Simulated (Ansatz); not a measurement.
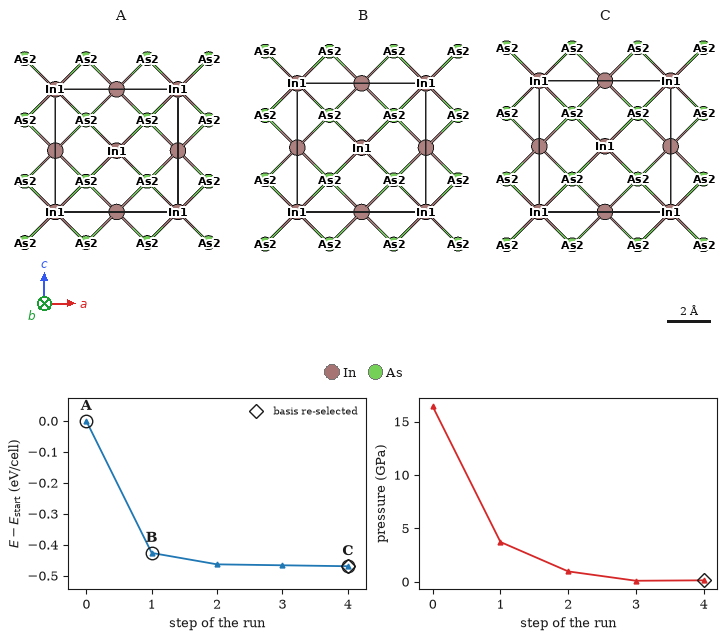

Frames of a relaxation of a crystal of InAs (a generated structure, set up in F-43m) (coarse preliminary run), marked on the history of the run. The picture is a ball-and-stick view of the conventional cell (4 times the calculation's cell), seen along the b axis. Lengths and directions refer to the drawn axes.

Case: N → As on all its sites, cell and atoms relaxed.

Method: Ansatz, DFT PBE, scalar-relativistic, plane waves, PAW.

Input file:
```yaml
crystal:
  lattice:
    - [0.0, 2.8867486465, 2.8867486465]
    - [2.8867486465, 0.0, 2.8867486465]
    - [2.8867486465, 2.8867486465, 0.0]
  atoms:
    - { symbol: In, position: [0.0, 0.0, 0.0] }
    - { symbol: As, position: [0.25, 0.25, 0.25] }
basis:
  ecutwfc: 420
kpoints:
  mp_grid: { grid: [6, 6, 6] }
hamiltonian:
  xc: pbe
scf:
  occupations: { method: gaussian, width: 0.1 }
output:
  forces: true
  stress: true
  eigenvalues: true
relax:
  adjacent_minimum: "off"
  f_tol: 0.05
  max_steps: 60
  cell: { stress_tol: 0.5 }
```

Command:
```bash
ansatz run input.yaml --threads 1 --pin off --max-ram 2560MiB --backend cpu --events-out ev --progress --plain --runs-dir out
```

Question: What happens along the run?

Answer: The atoms keep their places relative to the cell (all moves are under 0.005 Å). Cell: a = b = c 5.773 → 6.183 Å (+7.1 %). Volume +22.8 %. Some distances before and after: In1–As2 2.500 → 2.677 Å. The space group stays F-43m (No. 216). After 3 accepted moves (4 points after the start) the energy has fallen by 0.469 eV per cell of the calculation. All forces vanish by symmetry, so only the cell relaxes. Pressure: 16.41 GPa at the start and 0.14 GPa at the end. At 1 point the geometry stayed and the basis and grid were re-selected for the new cell (energy shift of 3.0 meV per cell of the calculation at most each time). Cost: 7.5 s on 1 thread of Arm Neoverse V2, with other jobs on the host, peak memory 0.32 GiB. From step 0 to 1: volume +15.3 %, energy −0.426 eV per cell of the calculation. From step 1 to 4: volume +6.5 %, energy −42.9 meV per cell of the calculation.

```json
{"step": "0", "E − E(0), meV/atom": "0.00", "pressure, GPa": "16.41", "volume, Å³/atom": "24.056", "note": ""}
{"step": "1", "E − E(0), meV/atom": "-213.11", "pressure, GPa": "3.73", "volume, Å³/atom": "27.749", "note": ""}
{"step": "2", "E − E(0), meV/atom": "-231.54", "pressure, GPa": "0.97", "volume, Å³/atom": "29.057", "note": ""}
{"step": "3", "E − E(0), meV/atom": "-233.06", "pressure, GPa": "0.10", "volume, Å³/atom": "29.550", "note": ""}
{"step": "4", "E − E(0), meV/atom": "-234.58", "pressure, GPa": "0.14", "volume, Å³/atom": "29.550", "note": "same geometry, new basis"}
```
